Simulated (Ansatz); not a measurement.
Geometry relaxation, with input and output: NbN

NbN (Fm-3m, 2 atoms in the cell), computed with DFT, PBE, all-electron LAPW, scalar-relativistic, no spin polarisation (Ansatz 0.2.0).

It belongs to a series of runs on one base structure; here: rocksalt relaxed under pressure, LAPW. Figures and captions count atoms from 1; the log counts them from 0 in places.

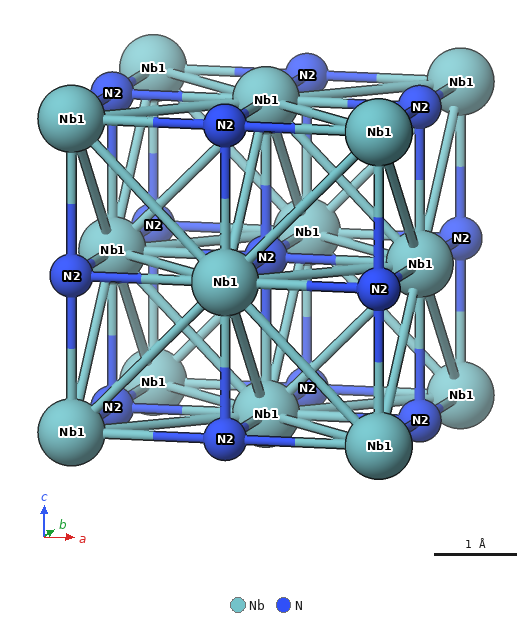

*The starting structure (ball-and-stick view of the cell 4 times as large as that of the calculation, set on its symmetry axes, seen slightly off an axis; atoms are numbered from 1 in the order of the input).*

### Input
```yaml
crystal:
  lattice:
    - [0.0, 1.9611671973, 1.9611671973]
    - [1.9611671973, 0.0, 1.9611671973]
    - [1.9611671973, 1.9611671973, 0.0]
  atoms:
    - { symbol: Nb, position: [0.0, 0.0, 0.0] }
    - { symbol: "N", position: [0.5, 0.5, 0.5] }
kpoints:
  mp_grid: { grid: [17, 17, 17] }
scf:
  occupations: { method: fermi_dirac, width: 0.1 }
hamiltonian:
  xc: pbe
  pseudopotentials: { kind: all_electron, lapw: { basis_error: 0.0005 } }
output:
  forces: true
  stress: true
  eigenvalues: true
relax:
  f_tol: 0.005
  max_steps: 12
  cell: { p_target: 240.0, stress_tol: 0.12 }
```

Hardware: 1 thread of AMD EPYC (Zen 5), 64 GiB of memory available, shared host.

Command:
```bash
ansatz run input.yaml --threads 1 --pin off --max-ram 3584MiB --backend cpu --events-out ev --progress --plain --runs-dir out
```

### Log
```
The last accepted step is kept in [file] (removed where the run ends without a failure and the disk answers)
LAPW: plane waves up to 10.850 Å⁻¹, error target 5.0e-4 eV per atom; small_component_spin mean_spin; N in spheres of 0.865 Å, 7 of its electrons in bands, Dirac shells []; Nb in spheres of 1.037 Å, 31 of its electrons in bands, Dirac shells [] (how accurate: hamiltonian.pseudopotentials.lapw.basis_error, Limitations)
Engine: ansatz 0.2.0, x86_64-unknown-linux-gnu
Pseudopotentials: kind: all_electron
Pseudopotential: Nb, LAPW, valence charge 31, lapw/all_electron/scalar/gaussian/Nb, Koelling and Harmon's equation, gaussian nucleus
Pseudopotential: N, LAPW, valence charge 7, lapw/all_electron/scalar/gaussian/N, Koelling and Harmon's equation, gaussian nucleus
Functional definition: PBE
  parameter kappa = 0.804
  parameter beta = 0.06672455060314922
  exchange = pbe_x(kappa = kappa, mu = beta*pi^2/3)
  correlation = pbe_c(beta = beta)
Crystal: 2 atoms, lattice volume = 15.086 Å³
Basis set: ecut = 448.54546144276924 eV, 331 PW (Γ), exchange–correlation at level 2
Bands: 23, of which v1, the nominal top of the filled ones, is band 19 counted from 1 (18 counted from 0)
Symmetry: 48 space group operations
Space group: Fm-3m (ITA 225), of the structure as read, at distance tolerance 2.5e-5 Å
k-points: 165 of 4913
Non-local potential: Nb, projectors of the file, none
Non-local potential: N, projectors of the file, none
Initial density: superposition of atomic densities (chi_scale 0.1, normalization cell, long waves kept (reshape's long-wave potential 0.00 eV rms))
Initial wavefunctions: plane waves of lowest kinetic energy (no species holds an atomic orbital)
Functional: x = pbe(κ = 0.804, μ = 0.2195149727645171), c = pbe(β = 0.06672455060314922)
iter 1 solved again at ethr=1.98e-2 eV; its pass at ethr=1.00e-1 eV (dr2=7.52e0 eV) is discarded
SCF iter   1: F=—  HF=-105437.744045 eV  |F-HF|=—  |Δ(HF+E_count)|=         —  Δρ=2.25e-1  dr2=7.53e0  ethr=1.98e-2  ⟨swp⟩=2.0  Hψ=48581  notcnv=0
automatic band count: the SCF goes on with 27 bands, as 23 were too few: the levels above may hold too much charge
preconditioner: auto → none  [metal: Δε(μ)=0.086 eV  Ē_g=28.711 eV  σ=0.100 eV  W_gap=0.21  n_scr=8 (ndim 8)  ℏωp=38.2 eV  f_vac=0.000  D(μ)=0.47/eV (n_scr^D=0)  sad-step TF]
iter 2 solved again at ethr=1.24e-3 eV; its pass at ethr=1.98e-2 eV (dr2=4.71e-1 eV) is discarded
SCF iter   2: F=—  HF=-105434.292870 eV  |F-HF|=—  |Δ(HF+E_count)|=    3.45e0  Δρ=5.37e-2  dr2=4.70e-1  ethr=1.24e-3  ⟨swp⟩=2.1  Hψ=21737  notcnv=0
SCF iter   3: F=—  HF=-105434.246834 eV  |F-HF|=—  |Δ(HF+E_count)|=         —  Δρ=1.57e-2  dr2=2.50e-2  ethr=1.24e-3  ⟨swp⟩=2.0  Hψ=13435  notcnv=0
the basis was enlarged: its passes take 131.2 KiB over the memory plan, 1 of 1 planned eigensolver slots
SCF iter   4: F=—  HF=-105434.237921 eV  |F-HF|=—  |Δ(HF+E_count)|=   8.91e-3  Δρ=3.48e-3  dr2=1.77e-3  ethr=6.58e-5  ⟨swp⟩=2.0  Hψ=12458  notcnv=0
SCF iter   5: F=—  HF=-105434.237578 eV  |F-HF|=—  |Δ(HF+E_count)|=   3.43e-4  Δρ=4.75e-4  dr2=2.43e-5  ethr=4.66e-6  ⟨swp⟩=2.0  Hψ=12448  notcnv=0
SCF iter   6: F=—  HF=-105434.237573 eV  |F-HF|=—  |Δ(HF+E_count)|=   5.15e-6  Δρ=8.40e-5  dr2=6.27e-7  ethr=6.38e-8  ⟨swp⟩=2.0  Hψ=12448  notcnv=0
SCF iter   7: F=-105434.237572 eV  HF=-105434.237572 eV  |F-HF|=1.40e-8  |Δ(HF+E_count)|=   2.00e-7  Δρ=9.94e-6  dr2=9.62e-9  ethr=1.65e-9  ⟨swp⟩=2.0  Hψ=12461  notcnv=0
SCF 1 converged in 7 iterations: F = -105434.237572 eV  dr2 = 9.62e-9
relax step   1: F+E_penalty+E_count = -105434.23757244 eV  Δ(F+E_penalty+E_count) = +0.000e0 eV  max|allowed force component| = 2.564e-30 eV/Å  Δτ_max = 0.0000 Å  P = +239.902 GPa  Ω = 15.086 Å³  (7 SCF iters, accepted)
Bands: 27, of which v1, the nominal top of the filled ones, is band 19 counted from 1 (18 counted from 0)
Initial density: handed on by an earlier stage of this run
Initial wavefunctions: those handed on with the density
iter 1 solved again at ethr=2.78e-11 eV; its pass at ethr=1.00e-1 eV (dr2=1.06e-8 eV) is discarded
SCF iter   1: F=—  HF=-105434.237573 eV  |F-HF|=—  |Δ(HF+E_count)|=         —  Δρ=9.95e-6  dr2=1.05e-8  ethr=2.78e-11  ⟨swp⟩=5.0  Hψ=22182  notcnv=0
preconditioner: auto → none  [metal: Δε(μ)=0.032 eV  Ē_g=28.228 eV  σ=0.100 eV  W_gap=0.08  n_scr=8 (ndim 8)  ℏωp=38.2 eV  f_vac=0.000  D(μ)=0.59/eV (n_scr^D=0)]
SCF iter   2: F=-105434.237572 eV  HF=-105434.237572 eV  |F-HF|=5.40e-9  |Δ(HF+E_count)|=   9.24e-7  Δρ=5.84e-6  dr2=4.76e-9  ethr=2.77e-11  ⟨swp⟩=3.0  Hψ=13086  notcnv=0
SCF 2 converged in 2 iterations: F = -105434.237572 eV  dr2 = 4.76e-9
relax step   2: F+E_penalty+E_count = -105434.23757245 eV  Δ(F+E_penalty+E_count) = -7.829e-9 eV  max|allowed force component| = 2.367e-30 eV/Å  Δτ_max = 0.0000 Å  P = +239.898 GPa  Ω = 15.086 Å³  stress off target by 1.02e-1 GPa  SCF on the basis re-selected at this cell (its energy is not comparable with the rows above)  (2 SCF iters)
basis re-selected at this cell: Δ(F+E_penalty+E_count) = -7.829e-9 eV, ΔP = -0.004 GPa vs the last step (what re-selecting the basis moved, after the strain that the cell walked since its last selection, with what the two solves' SCF thresholds leave and, on support functions, any second-order correction that the steps lacked; it is no measure of the basis error at this ecutwfc). This SCF's stress stands 1.02e-1 GPa from its target on what of the cell is left free (relax.cell.stress_tol is 1.20e-1 GPa) and its largest allowed force component is 2.37e-30 eV/Å (relax.f_tol is 5.00e-3 eV/Å): within both
SCF converged after 2 iterations
Free energy (F): -105434.237572 eV
Harris-Foulkes:  -105434.237572 eV  (|F-HF|=5.40e-9)
Internal energy: -105434.218430 eV  (E = F + TS)
E sigma→0 (E₀):  -105434.228001 eV
Entropy (-TS):   -0.019142 eV (-9.571 meV/atom)
Fermi energy:    32.027671 eV
--- Per-component energies (eV) ---
  E_band       = -4790.267337
  E_kinetic    = 109092.063602
  E_xc         = -3441.176626
  E_electrostatic = -211085.105407  (all electrons and nuclei)
  E_smearing   = -0.019142  (= −TS)
  E_closure    = 0.000000  (closes the sum)
  E_atoms      = -105417.290638  (free atoms, spherical and without spin; not in F)
  Σ components = -105434.237572   (vs F -105434.237572, Δ=0.00e0)
  Basis errors (estimates in eV, not in F): energy 2.2e-4 per atom: plane waves 2.0e-4 (1.1e-4 summed), levels above the bands 1.3e-90, relativity 2.6e-8, radial functions 2.1e-5, core shells 1.6e-12; eigenvalues (radial functions only) 3.5e-5; not estimated: angular momenta, meshes, grids; target (lapw.basis_error) 5.0e-4; muffin-tin radii N 0.865 Å, Nb 1.037 Å
--- Forces (eV/Å), atoms counted from 1 ---
  atom   1  Nb    -0.00000000    -0.00000000     0.00000000
  atom   2  N      0.00000000    -0.00000000    -0.00000000
  max |Σ_I F_I| component: 1.58e-30 eV/Å
--- Stress (GPa, compression-positive) ---
      239.897755       0.000000       0.000000
        0.000000     239.897755       0.000000
        0.000000       0.000000     239.897755
  P = ⅓ Tr σ = 239.8978 GPa (2398.978 kbar)
--- Band table (eV; the first three rows and the last of 165) ---
  k-point 0: bands = ["-403.2977", "-345.6129", "-311.1828", "-311.1828", "-311.1828", "-160.7748", "-160.7748", "-160.7552", "-160.7552", "-160.7552", "-24.3992", "0.6705", "0.6705", "0.6705", "12.6291", "27.7441", "27.7441", "27.7441", "28.9912", "28.9912", "28.9912", "31.9805", "31.9805", "39.0774", "41.0184", "61.7932", "61.7932"]
  k-point 1: bands = ["-403.2977", "-345.6129", "-311.1828", "-311.1828", "-311.1828", "-160.7748", "-160.7748", "-160.7552", "-160.7552", "-160.7552", "-24.3807", "0.5340", "0.6626", "0.6626", "12.7902", "27.1481", "27.2260", "27.2260", "29.2033", "29.2033", "29.3876", "32.5488", "32.5488", "39.2758", "41.3846", "60.4313", "60.9693"]
  k-point 2: bands = ["-403.2977", "-345.6129", "-311.1828", "-311.1828", "-311.1828", "-160.7748", "-160.7748", "-160.7552", "-160.7552", "-160.7552", "-24.3272", "0.1587", "0.6399", "0.6399", "13.2384", "26.0712", "26.2374", "26.2374", "29.6486", "29.6486", "29.9508", "33.8678", "33.8678", "39.8073", "42.4179", "58.3309", "59.0647"]
  k-point 164: bands = ["-403.2977", "-345.6129", "-311.1828", "-311.1828", "-311.1828", "-160.7748", "-160.7748", "-160.7552", "-160.7552", "-160.7552", "-23.6299", "-1.3219", "-1.1226", "-0.5297", "13.9833", "23.2201", "25.1911", "25.3557", "31.5237", "32.3585", "36.9067", "38.8412", "39.8098", "47.4041", "48.1747", "49.2414", "53.6538"]
--- Relaxed structure (1 steps of the walk, 1 accepted, 1 SCFs on fresh bases) ---
  F+E_penalty+E_count = -105434.23757245 eV   max|allowed force component| = 2.367e-30 eV/Å   (the final SCF, on the basis selected at the relaxed cell)
  cell:  # Å, volume = 15.0860 Å³
    - [0.0, 1.9611671973, 1.9611671973]
    - [1.9611671973, 0.0, 1.9611671973]
    - [1.9611671973, 1.9611671973, 0.0]
  atoms:
    - { symbol: Nb, position: [0.0, 0.0, 0.0] }
    - { symbol: N, position: [0.5, 0.5, 0.5] }
```

### Trajectory as extended XYZ (Å, eV, eV/Å), 2 frames, from step=1 to step=2
```
2
Lattice="0.0000 1.9612 1.9612 1.9612 0.0000 1.9612 1.9612 1.9612 0.0000" Properties=species:S:1:pos:R:3:forces:R:3 step=1 energy=-105434.23757 pressure_GPa=239.90
Nb    0.0000    0.0000    0.0000    0.0000   0.0000   0.0000
N     1.9612    1.9612    1.9612    0.0000   0.0000   0.0000
2
Lattice="0.0000 1.9612 1.9612 1.9612 0.0000 1.9612 1.9612 1.9612 0.0000" Properties=species:S:1:pos:R:3:forces:R:3 step=2 energy=-105434.23757 pressure_GPa=239.90
Nb    0.0000    0.0000    0.0000    0.0000   0.0000   0.0000
N     1.9612    1.9612    1.9612    0.0000   0.0000   0.0000
```

### Results in brief

```tsv
quantity	value
outcome	converged
space group (tolerance 0.01 Å)	Fm-3m (225)
electrons in bands (core shells apart)	38
free energy	−105434.2376 eV
Fermi energy	32.028 eV
pressure	239.90 GPa
final volume	15.09 Å³
largest force (length of the vector) at the end	under 0.001 eV/Å
final cell	a = 2.774 Å, b = 2.774 Å, c = 2.774 Å, α = 60.00°, β = 60.00°, γ = 60.00°
wall time	16 s
peak memory	0.66 GiB
```

### Remarks

The cell was relaxed to the target pressure of the input; what is minimised is then the enthalpy E + pV.
